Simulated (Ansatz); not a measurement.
System: H15C4N (amorphous cell).

The calculation's input:

```
accuracy: low
crystal:
  lattice:
    - [7.640321, 0.0, 0.0]
    - [0.0, 7.640321, 0.0]
    - [0.0, 0.0, 7.640321]
  atoms:
    - { symbol: "N", position: [0.7326604, 0.2171162, 0.7764498] }
    - { symbol: H, position: [0.8450417, 0.2018999, 0.8460908] }
    - { symbol: H, position: [0.7169193, 0.3481, 0.758945] }
    - { symbol: H, position: [0.6336097, 0.1778394, 0.8561823] }
    - { symbol: "N", position: [0.6361656, 0.8886354, 0.5985367] }
    - { symbol: H, position: [0.672153, 0.9775589, 0.5062953] }
    - { symbol: H, position: [0.7261185, 0.8975338, 0.6962109] }
    - { symbol: H, position: [0.6526214, 0.7686751, 0.5433128] }
    - { symbol: C, position: [0.2262118, 0.2632878, 0.5530786] }
    - { symbol: C, position: [0.0678111, 0.2949668, 0.4359675] }
    - { symbol: H, position: [0.2172797, 0.1366571, 0.6189907] }
    - { symbol: H, position: [0.3475527, 0.2644325, 0.4773515] }
    - { symbol: H, position: [0.2369412, 0.3641471, 0.6539341] }
    - { symbol: H, position: [0.0767432, 0.4215975, 0.3700554] }
    - { symbol: H, position: [0.0570816, 0.1941075, 0.3351121] }
    - { symbol: H, position: [-0.0535298, 0.293822, 0.5116947] }
    - { symbol: C, position: [0.8136694, 0.7085793, 0.0069048] }
    - { symbol: C, position: [0.9869321, 0.62966, 0.0665799] }
    - { symbol: H, position: [0.7722314, 0.8141891, 0.0940195] }
    - { symbol: H, position: [0.8242384, 0.762697, -0.1250767] }
    - { symbol: H, position: [0.7098466, 0.6102023, 0.0053809] }
    - { symbol: H, position: [1.0283701, 0.5240502, -0.0205349] }
    - { symbol: H, position: [1.090755, 0.728037, 0.0681037] }
    - { symbol: H, position: [0.9763632, 0.5755423, 0.1985613] }
    - { symbol: C, position: [0.3984011, 0.3846517, 0.1426955] }
    - { symbol: C, position: [0.3684566, 0.3704874, -0.0540582] }
    - { symbol: H, position: [0.3976664, 0.5211598, 0.1854098] }
    - { symbol: H, position: [0.2964548, 0.315724, 0.2156027] }
    - { symbol: H, position: [0.5243604, 0.3280823, 0.1800275] }
    - { symbol: H, position: [0.3691914, 0.2339793, -0.0967725] }
    - { symbol: H, position: [0.2424973, 0.4270568, -0.0913902] }
    - { symbol: H, position: [0.4704029, 0.4394152, -0.1269654] }
    - { symbol: C, position: [0.0645651, 0.6885758, 0.6848724] }
    - { symbol: C, position: [0.1186505, 0.8512859, 0.5828454] }
    - { symbol: H, position: [-0.0775912, 0.6727365, 0.6853619] }
    - { symbol: H, position: [0.1212893, 0.5704126, 0.6276066] }
    - { symbol: H, position: [0.107952, 0.6960896, 0.820963] }
    - { symbol: H, position: [0.2608067, 0.8671251, 0.5823559] }
    - { symbol: H, position: [0.0752636, 0.843772, 0.4467548] }
    - { symbol: H, position: [0.0619263, 0.969449, 0.6401112] }
basis:
  ecutwfc: 420.0
kpoints:
  mp_grid: { grid: [1, 1, 1] }
hamiltonian:
  xc: pbe
  dispersion: d3bj
scf:
  occupations: { method: fermi_dirac, width: 0.02 }
  lower_state_search: "off"
relax:
  f_tol: 0.3
  max_steps: 15
  adjacent_minimum: "off"
output:
  write_density: true
  write_potential: true
  elf: true
  volumetric_format: npy
```

Command:

```sh
ansatz run input.yaml --threads 1 --pin off --max-ram 3072MiB --backend cpu --events-out ev --progress --plain --runs-dir out
```

The fields are those of the relaxed geometry.

The calculation used Ansatz 0.2.0, DFT PBE-D3(BJ), scalar-relativistic, plane waves, PAW.

### Predict the valence pseudo-density and electron localisation function between the atoms.

C–H (1.10 Å): ρ at the midpoint is about 2 e/Å³; the ELF climbs to about 1 towards the hydrogen, as it does in any bond to H; a covalent bond by its length.

### Metal or insulator at this level of theory?

It is gapped, with a Kohn–Sham gap of 4.4 eV at the Γ point, the only k-point used.

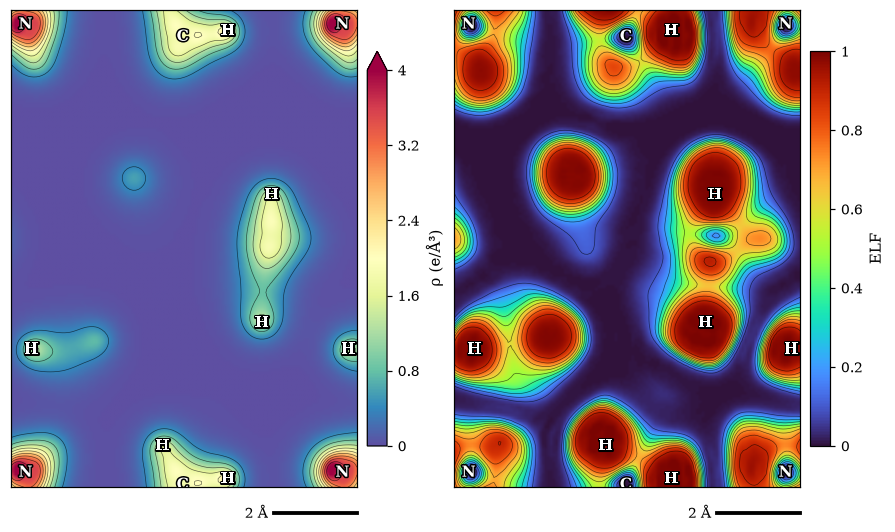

Computed valence pseudo-density and electron localisation function on the (011̄) plane of the calculation cell, in this order. Atoms just off the plane (N, 0.8 Å away, H, 0.3 Å away and C, 0.3 Å away) can leave unmarked features too.

In a PAW calculation such maps are meaningful between the atoms, not at the nuclei.
